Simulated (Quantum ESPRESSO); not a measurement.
# Energy of Tc along an even scaling of the cell

System: Tc (2 atoms in the cell).
Method: Kohn-Sham DFT of a periodic cell, LDA, PseudoDojo 0.4.1 SR LDA standard, no spin polarisation (Quantum ESPRESSO 7.5).

The 7 runs differ only in the geometry, by an even scaling of the cell at fixed fractional positions. The structure derives from an entry of the Crystallography Open Database.

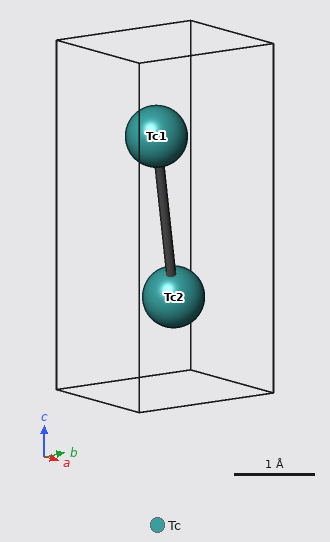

Figure 1. The structure of run 4 (ball-and-stick view of the cell of the calculation, seen slightly off an axis; atoms are numbered from 1 in the order of the input).

## Input of run 4
```
&CONTROL
  calculation = 'scf'
  prefix = 'pwscf'
  outdir = './tmp'
  pseudo_dir = './pseudo'
  tprnfor = .true.
  tstress = .true.
  disk_io = 'nowf'
/
&SYSTEM
  ibrav = 0
  nat = 2
  ntyp = 1
  ecutwfc = 88
  nbnd = 22
  occupations = 'smearing'
  smearing = 'fd'
  degauss = 0.00367493
/
&ELECTRONS
  conv_thr = 4d-10
  electron_maxstep = 120
  mixing_beta = 0.5
/
ATOMIC_SPECIES
Tc    97.9072 Tc.upf
CELL_PARAMETERS angstrom
   2.7400000000    0.0000000000    0.0000000000
  -1.3700000000    2.3729096064    0.0000000000
   0.0000000000    0.0000000000    4.3980000000
ATOMIC_POSITIONS crystal
Tc     0.6666666667    0.3333333333    0.7500000000
Tc     0.3333333333    0.6666666667    0.2500000000
K_POINTS automatic
11 11 6 0 0 0
```

Command:
```bash
OMP_NUM_THREADS=1 pw.x -in pw.in > pw.out
```

Run 3 differs from it as follows:
```diff
-   2.7400000000    0.0000000000    0.0000000000
-  -1.3700000000    2.3729096064    0.0000000000
-   0.0000000000    0.0000000000    4.3980000000
+   2.7216101842    0.0000000000    0.0000000000
+  -1.3608050921    2.3569835587    0.0000000000
+   0.0000000000    0.0000000000    4.3684823321
```

## Results, with one run withheld

| run | volume per atom (Å³) | free energy per atom, from the lowest run given (meV) | pressure (GPa) |
| --- | --- | --- | --- |
| 1 | 13.440 | 9.42 | 9.17 |
| 2 | 13.726 | 0.00 | 1.48 |
| 3 | 14.011 | ? | ? |
| 4 | 14.297 | 18.70 | −11.50 |
| 5 | 14.583 | 44.21 | −16.98 |
| 6 | 14.869 | 78.95 | −21.87 |
| 7 | 15.155 | 121.93 | −26.22 |

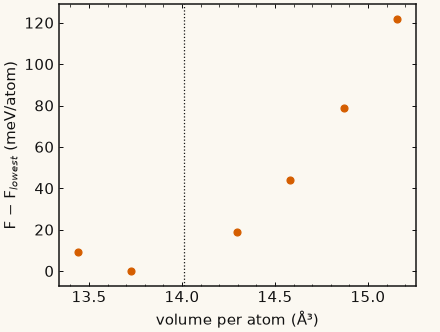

Figure 2. Free energy per atom of the runs given; the dotted line marks run 3.

Estimate the energy of run 3 from the others.

A cubic polynomial in V^(−2/3) (the Birch–Murnaghan form), fitted to the 6 runs given, misses them by under 0.01 meV per atom. With x = V^(−2/3) − 0.16955 Å⁻², it reads F = 20.659 − 9518.7 x + 1.0747e+06 x² + 1.6421e+06 x³ (meV per atom). At run 3 it gives 3.55 meV per atom, and the run itself gives 3.55. The slope of the fit gives a pressure −dF/dV of −5.36 GPa there, and the run prints −5.37 GPa. The fit has its minimum at 13.785 Å³ per atom, where V d²F/dV² gives 343 GPa. Cell shape and fractional positions are held, so this is the stiffness under even scaling; the relaxed bulk modulus wasn't computed.

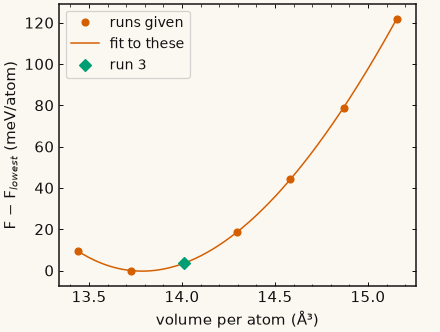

Figure 3. The fit and the withheld run.

## Some lines of the output (run 3)
```
[...]
     unit-cell volume          =     189.1079 (a.u.)^3
     number of k points=    64  Fermi-Dirac smearing, width (Ry)=  0.0037
     total energy              =    -339.68492796 Ry
     total energy              =    -339.69716007 Ry
     total energy              =    -339.69718662 Ry
     total energy              =    -339.69719428 Ry
     total energy              =    -339.69719604 Ry
     total energy              =    -339.69719624 Ry
     the Fermi energy is    22.8621 ev
!    total energy              =    -339.69719624 Ry
     The total energy is F=E-TS. E is the sum of the following terms:
     Computing stress (Cartesian axis) and pressure
          total   stress  (Ry/bohr**3)                   (kbar)     P=      -53.65
```
